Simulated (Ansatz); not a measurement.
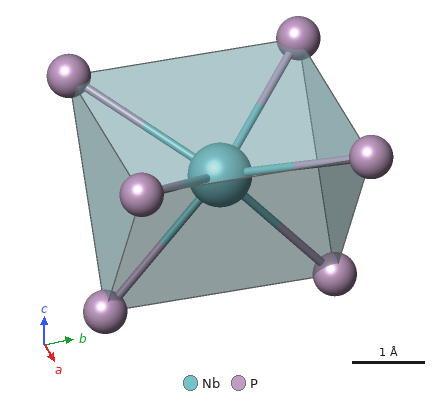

Coordination of Nb in NbP (I4_1md). Shape measures S are computed against regular polyhedra or, for capped shapes, the nearer of the equal-edge and equal-bond forms. Geometry: the structure of a calculation's input, shown in its standard cell.

What geometry does the central atom have?

NbP6: an essentially ideal trigonal prism (coordination number 6, S = 0.00; next best octahedron, S = 16.8).

Does the central atom sit at the centroid of its ligands?

Yes, to within 0.01 Å; the site symmetry is 2mm.

How long are the bonds?

6 × Nb–P 2.55 Å. The next neighbour, not counted, lies at 3.32 Å.
